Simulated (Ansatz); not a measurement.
# Li2S: a changed input and its effect

System: Li2S (Fm-3m, 3 atoms in the cell).
Method of run 1: Kohn-Sham DFT of a periodic cell, HSE06 form with a typed share of exact exchange, Ansatz PAW, no spin polarisation (Ansatz 0.2.0).

The structure derives from an entry of the Crystallography Open Database. Text and figures count atoms from 1; the logs count them from 0 in places.

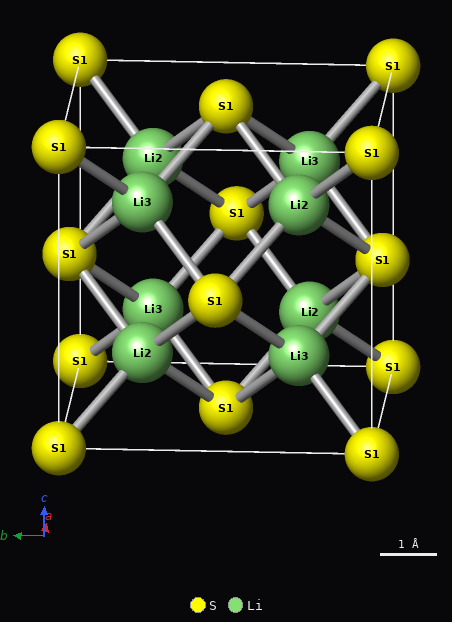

The structure (ball-and-stick view of the cell 4 times as large as that of the calculation, set on its symmetry axes, seen at an oblique angle; atoms are numbered from 1 in the order of the input). An atom can appear more than once, as a periodic image.

### The input, run 1
```yaml
crystal:
  lattice:
    - [0.0, 2.8445, 2.8445]
    - [2.8445, 0.0, 2.8445]
    - [2.8445, 2.8445, 0.0]
  atoms:
    - { symbol: S, position: [0.0, 0.0, 0.0] }
    - { symbol: Li, position: [0.75, 0.75, 0.75] }
    - { symbol: Li, position: [0.25, 0.25, 0.25] }
hamiltonian:
  xc:
    exchange: pbe
    correlation: pbe
    exx: { coeff: 0.25, omega: 0.15 }
  pseudopotentials: { kind: paw }
kpoints:
  mp_grid: { grid: [4, 4, 4] }
scf:
  occupations: { method: fermi_dirac, width: 0.05 }
output:
  forces: true
  stress: true
  eigenvalues: true
  write_density: true
  write_potential: true
  elf: true
  volumetric_format: npy
```

Launched with:
```bash
ansatz run input.yaml --threads 2 --pin off --max-ram 5632MiB --backend cpu --events-out ev --progress --plain --runs-dir out
```

Hardware: 2 threads of Intel Xeon (Granite Rapids), 12 GiB of memory available, shared host.

### Output, shortened to warnings, some set-up lines, iterations and results (run 1)
```
Warning: output.stress: scf.convergence.dr2_threshold = 1e-7 eV (the SCF's general default) is looser than the 3e-10 eV advised for a printed stress (1e-10 eV for each atom of the cell: 3). What an SCF threshold leaves in a stress goes as its square root, and in the free energy as the threshold itself, and one threshold admits the most on a small cell: of the crystals measured, under no hybrid …
Warning: output.stress: scf.exx.energy_threshold = 1e-6 eV is looser than the 3e-8 eV advised for a stress under a hybrid functional (1e-8 eV for each atom of the cell: 3). Every SCF of the exchange loop can meet its threshold on dr2 while the loop round them stops early: no threshold on dr2 bounds what that leaves in the stress. Set scf.exx.energy_threshold to 3e-8 eV or tighter. The threshold …
Basis set: ecut = 420 eV, 893 PW (Γ), exchange–correlation on 54×54×54 points (8 copies of the dense FFT grid, shifted against one another)
Symmetry: 48 space group operations
k-points: 8 of 64
Initial density: superposition of atomic densities (neutral atoms: chi_scale 0, normalization atom), corrected by the library's trained network
[...]
SCF iter   1: F=—  HF=-1315.495534 eV  |F-HF|=—  |Δ(HF+E_count)|=         —  Δρ=3.64e-4  dr2=4.74e-5  ethr=1.77e-3  ⟨swp⟩=2.0  Hψ=571  notcnv=0
SCF iter   2: F=-1315.495569 eV  HF=-1315.495541 eV  |F-HF|=2.77e-5  |Δ(HF+E_count)|=   6.71e-6  Δρ=1.31e-4  dr2=3.34e-6  ethr=2.80e-8  ⟨swp⟩=2.2  Hψ=323  notcnv=0  defer=2
SCF 1 stopped early in 2 iterations: F = -1315.495569 eV  dr2 = 3.34e-6
SCF iter   1: F=—  HF=-1316.383956 eV  |F-HF|=—  |Δ(HF+E_count)|=         —  Δρ=2.52e-3  dr2=1.83e-3  ethr=2.78e-7  ⟨swp⟩=7.9  Hψ=440  notcnv=0
SCF iter   2: F=—  HF=-1316.383428 eV  |F-HF|=—  |Δ(HF+E_count)|=   5.28e-4  Δρ=1.17e-3  dr2=5.43e-4  ethr=2.78e-7  ⟨swp⟩=4.0  Hψ=192  notcnv=0
SCF iter   3: F=—  HF=-1316.383319 eV  |F-HF|=—  |Δ(HF+E_count)|=   1.09e-4  Δρ=4.22e-5  dr2=1.66e-4  ethr=2.78e-7  ⟨swp⟩=3.0  Hψ=176  notcnv=0
SCF iter   4: F=—  HF=-1316.385051 eV  |F-HF|=—  |Δ(HF+E_count)|=   1.73e-3  Δρ=2.21e-4  dr2=2.49e-5  ethr=5.50e-9  ⟨swp⟩=4.9  Hψ=287  notcnv=0
SCF iter   5: F=—  HF=-1316.385046 eV  |F-HF|=—  |Δ(HF+E_count)|=   4.88e-6  Δρ=4.28e-5  dr2=2.70e-6  ethr=5.50e-9  ⟨swp⟩=4.0  Hψ=211  notcnv=0
SCF iter   6: F=-1316.385063 eV  HF=-1316.385064 eV  |F-HF|=1.43e-6  |Δ(HF+E_count)|=   1.79e-5  Δρ=2.74e-5  dr2=5.64e-7  ethr=5.50e-9  ⟨swp⟩=4.0  Hψ=198  notcnv=0
SCF 2 stopped early in 6 iterations: F = -1316.385063 eV  dr2 = 5.64e-7
SCF iter   1: F=—  HF=-1316.385085 eV  |F-HF|=—  |Δ(HF+E_count)|=         —  Δρ=1.57e-5  dr2=2.28e-7  ethr=1.78e-7  ⟨swp⟩=3.2  Hψ=192  notcnv=0
SCF iter   2: F=-1316.385085 eV  HF=-1316.385085 eV  |F-HF|=1.98e-9  |Δ(HF+E_count)|=   5.82e-8  Δρ=8.10e-6  dr2=9.72e-9  ethr=1.34e-9  ⟨swp⟩=4.0  Hψ=191  notcnv=0
SCF 3 converged in 2 iterations: F = -1316.385085 eV  dr2 = 9.72e-9
  Residual-converged pass: ⟨swp⟩=2.9  Hψ=156  notcnv=0  max |occ|·‖R‖ = 2.3e-6 eV (tolerance 2.4e-6 eV)  dr2=9.74e-9  dr2_onsite=3.42e-10  max |Δocc| = 0.0e0
hybrid outer 2: dexx = +1.848e-8 eV, tail = 2.10e-8 eV, Δε = 1.25e-3 eV (about 1.18e-4 eV left of the loop's levels)
hybrid SCF converged: 2 outer / 8 inner (+2 warm-up), last move |dexx| = 1.85e-8 eV, tail = 2.10e-8 eV
Stability not checked: this state was not tested for a lower state beside it, because the functional holds exact exchange (a hybrid, or Hartree-Fock), whose exchange loop this test does not read (fock_operator; see scf.lower_state_search)
Free energy (F): -1316.385085 eV
Frozen-core exchange: fock
Harris-Foulkes:  -1316.385085 eV  (|F-HF|=1.98e-9)
Internal energy: -1316.385085 eV  (E = F + TS)
E sigma→0 (E₀):  -1316.385085 eV
Fermi energy:    3.815293 eV
--- Per-component energies (eV) ---
  E_band       = -202.175287
  E_kinetic    = 152.757125
  E_local      = -368.088711  (includes V_loc(G=0)·N_el)
  E_nonlocal   = -38.233704
  E_hartree    = 112.057938
  E_xc         = -95.930980
  E_vxc        = -93.665126  (∫ρ·V_xc dr)
  E_exx        = -35.737584  (= α·E_x^exact, valence–valence)
  E_paw        = -631.885079  (= ΣΔE_a)
  E_vpaw       = -7.585513  (= ΣTr[D̂ρ^β])
  E_aug_tail   = 0.000054  (compensation charges beyond the density's cutoff)
  E_ewald      = -411.230403
  E_core_change = -0.093741  (= ΣΔE_core)
  E_smearing   = -0.000000  (= −TS)
  E_closure    = 0.000001  (closes the sum)
  Σ components = -1316.385085   (vs F -1316.385085, Δ=-2.27e-13)
--- Forces (eV/Å), atoms counted from 1 ---
  atom   1  S      0.00000000    -0.00000000     0.00000000
  atom   2  Li     0.00000000    -0.00000000     0.00000000
  atom   3  Li     0.00000000    -0.00000000     0.00000000
  max |Σ_I F_I| component: 8.79e-17 eV/Å
--- Stress (GPa, compression-positive) ---
       -0.352010       0.000000       0.000000
        0.000000      -0.352010      -0.000000
        0.000000       0.000000      -0.352010
  P = ⅓ Tr σ = -0.3520 GPa (-3.520 kbar)
```

For run 2 the input was changed thus:
```diff
-  xc:
-    exchange: pbe
-    correlation: pbe
-    exx: { coeff: 0.25, omega: 0.15 }
+  xc: { exchange: pbe, correlation: pbe, exx: { coeff: 0.25, omega: 0.6 } }
```

How does run 2 compare with run 1?

The total energies belong to different methods, so their difference says nothing on which is more stable or more accurate. The gap on the mesh goes from 4.49 to 3.75 eV. The pressure goes from −0.35 to −0.03 GPa. The SCF takes 9 iterations against 10.

### Output, shortened to warnings, some set-up lines, iterations and results (run 2)
```
Warning: output.stress: scf.convergence.dr2_threshold = 1e-7 eV (the SCF's general default) is looser than the 3e-10 eV advised for a printed stress (1e-10 eV for each atom of the cell: 3). What an SCF threshold leaves in a stress goes as its square root, and in the free energy as the threshold itself, and one threshold admits the most on a small cell: of the crystals measured, under no hybrid …
Warning: output.stress: scf.exx.energy_threshold = 1e-6 eV is looser than the 3e-8 eV advised for a stress under a hybrid functional (1e-8 eV for each atom of the cell: 3). Every SCF of the exchange loop can meet its threshold on dr2 while the loop round them stops early: no threshold on dr2 bounds what that leaves in the stress. Set scf.exx.energy_threshold to 3e-8 eV or tighter. The threshold …
Basis set: ecut = 420 eV, 893 PW (Γ), exchange–correlation on 54×54×54 points (8 copies of the dense FFT grid, shifted against one another)
Symmetry: 48 space group operations
k-points: 8 of 64
Initial density: superposition of atomic densities (neutral atoms: chi_scale 0, normalization atom), corrected by the library's trained network
[...]
SCF iter   1: F=—  HF=-1315.495590 eV  |F-HF|=—  |Δ(HF+E_count)|=         —  Δρ=3.52e-4  dr2=4.25e-5  ethr=1.77e-3  ⟨swp⟩=2.0  Hψ=571  notcnv=0
SCF iter   2: F=-1315.495626 eV  HF=-1315.495599 eV  |F-HF|=2.77e-5  |Δ(HF+E_count)|=   8.55e-6  Δρ=1.31e-4  dr2=3.25e-6  ethr=2.72e-8  ⟨swp⟩=2.2  Hψ=323  notcnv=0  defer=2
SCF 1 stopped early in 2 iterations: F = -1315.495626 eV  dr2 = 3.25e-6
SCF iter   1: F=—  HF=-1316.166895 eV  |F-HF|=—  |Δ(HF+E_count)|=         —  Δρ=2.26e-3  dr2=1.31e-3  ethr=2.70e-7  ⟨swp⟩=7.2  Hψ=422  notcnv=0
SCF iter   2: F=—  HF=-1316.166415 eV  |F-HF|=—  |Δ(HF+E_count)|=   4.80e-4  Δρ=1.03e-3  dr2=3.94e-4  ethr=2.70e-7  ⟨swp⟩=4.0  Hψ=192  notcnv=0
SCF iter   3: F=—  HF=-1316.166328 eV  |F-HF|=—  |Δ(HF+E_count)|=   8.62e-5  Δρ=1.29e-4  dr2=3.55e-5  ethr=2.70e-7  ⟨swp⟩=3.4  Hψ=179  notcnv=0
SCF iter   4: F=—  HF=-1316.166859 eV  |F-HF|=—  |Δ(HF+E_count)|=   5.30e-4  Δρ=1.23e-4  dr2=4.30e-6  ethr=8.65e-8  ⟨swp⟩=4.0  Hψ=200  notcnv=0
SCF iter   5: F=-1316.166857 eV  HF=-1316.166858 eV  |F-HF|=1.25e-6  |Δ(HF+E_count)|=   1.03e-6  Δρ=1.66e-5  dr2=1.30e-7  ethr=3.51e-8  ⟨swp⟩=2.8  Hψ=143  notcnv=0
SCF 2 stopped early in 5 iterations: F = -1316.166857 eV  dr2 = 1.30e-7
SCF iter   1: F=—  HF=-1316.166863 eV  |F-HF|=—  |Δ(HF+E_count)|=         —  Δρ=1.91e-5  dr2=2.38e-7  ethr=6.52e-8  ⟨swp⟩=4.8  Hψ=228  notcnv=0
SCF iter   2: F=-1316.166863 eV  HF=-1316.166863 eV  |F-HF|=7.84e-10  |Δ(HF+E_count)|=   2.23e-8  Δρ=4.24e-6  dr2=6.06e-9  ethr=1.95e-9  ⟨swp⟩=3.9  Hψ=184  notcnv=0
SCF 3 converged in 2 iterations: F = -1316.166863 eV  dr2 = 6.06e-9
  Residual-converged pass: ⟨swp⟩=3.0  Hψ=153  notcnv=0  max |occ|·‖R‖ = 2.3e-6 eV (tolerance 2.4e-6 eV)  dr2=5.96e-9  dr2_onsite=2.56e-9  max |Δocc| = 2.1e-25
hybrid outer 2: dexx = +1.676e-8 eV, tail = 1.76e-8 eV, Δε = 8.16e-4 eV (about 9.55e-5 eV left of the loop's levels)
hybrid SCF converged: 2 outer / 7 inner (+2 warm-up), last move |dexx| = 1.68e-8 eV, tail = 1.76e-8 eV
Stability not checked: this state was not tested for a lower state beside it, because the functional holds exact exchange (a hybrid, or Hartree-Fock), whose exchange loop this test does not read (fock_operator; see scf.lower_state_search)
Free energy (F): -1316.166863 eV
Frozen-core exchange: fock
Harris-Foulkes:  -1316.166863 eV  (|F-HF|=7.84e-10)
Internal energy: -1316.166863 eV  (E = F + TS)
E sigma→0 (E₀):  -1316.166863 eV
Fermi energy:    3.949348 eV
--- Per-component energies (eV) ---
  E_band       = -193.213486
  E_kinetic    = 152.677903
  E_local      = -368.173815  (includes V_loc(G=0)·N_el)
  E_nonlocal   = -38.077053
  E_hartree    = 112.061745
  E_xc         = -103.750695
  E_vxc        = -100.576240  (∫ρ·V_xc dr)
  E_exx        = -26.488684  (= α·E_x^exact, valence–valence)
  E_paw        = -633.095358  (= ΣΔE_a)
  E_vpaw       = -10.210861  (= ΣTr[D̂ρ^β])
  E_aug_tail   = 0.000054  (compensation charges beyond the density's cutoff)
  E_ewald      = -411.230403
  E_core_change = -0.090556  (= ΣΔE_core)
  E_smearing   = -0.000000  (= −TS)
  E_closure    = -0.000001  (closes the sum)
  Σ components = -1316.166863   (vs F -1316.166863, Δ=0.00e0)
--- Forces (eV/Å), atoms counted from 1 ---
  atom   1  S      0.00000000     0.00000000    -0.00000000
  atom   2  Li     0.00000000    -0.00000000    -0.00000000
  atom   3  Li     0.00000000    -0.00000000     0.00000000
  max |Σ_I F_I| component: 5.55e-17 eV/Å
--- Stress (GPa, compression-positive) ---
       -0.032378      -0.000000       0.000000
       -0.000000      -0.032378       0.000000
       -0.000000      -0.000000      -0.032378
  P = ⅓ Tr σ = -0.0324 GPa (-0.324 kbar)
```

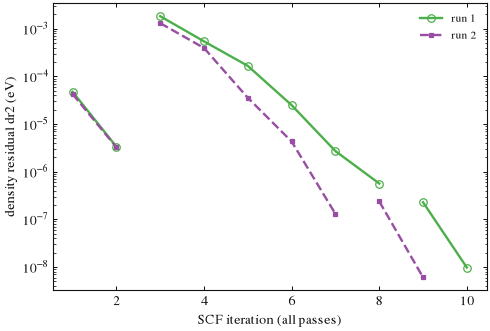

Convergence of the two runs: density residual dr2 against the SCF iteration. A break in a curve parts two SCF passes. Run 1 takes 10 iterations in all, and run 2 takes 9.

### The two runs side by side

```tsv
quantity	run 1	run 2
outcome	converged	converged
free energy per atom (eV)	−438.7950	−438.7223
gap on the mesh (eV)	4.49	3.75
pressure (GPa)	−0.35	−0.03
largest force (eV/Å)	0.000	0.000
SCF iterations	10	9
irreducible k-points	8	8
plane waves at Γ	893	893
wall time (shared host)	4.8 s	5.1 s
```

For both runs: Warnings: the exchange loop's threshold is looser than advised for the stress; the SCF threshold is looser than advised for the printed stress.
